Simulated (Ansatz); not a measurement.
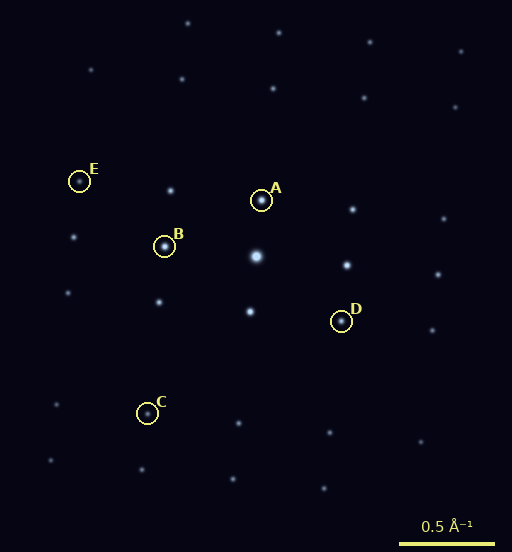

Simulated selected-area electron diffraction pattern (300 kV, kinematic approximation, thin crystal, B = 0.8 Å² for all atoms). The zone axis points towards the electron source and the pattern is seen from the source side.

W, space group Fd-3m (No. 227), a = 5.86 Å. Structure: the input geometry of an electronic-structure calculation (not necessarily at equilibrium); the starting structure was generated, so it need not be a known form of this composition.

Spot A is indexed -1 1 1 and spot B 0 -2 2.

Q: Index the other marked spots.

A: C = −3A + B = 3 -5 -1 (d = 0.990 Å). D = −A − B = 1 1 -3 (d = 1.766 Å). E = A + 2B = -1 -3 5 (d = 0.990 Å).

Q: Which zone axis is this?

A: The cross product of A and B is parallel to [211]; every spot obeys hu + kv + lw = 0.

Q: What are the spacings of A and B and the angle between them?

A: d(A) = 3.382 Å, d(B) = 2.071 Å, and the angle is 90.0°.
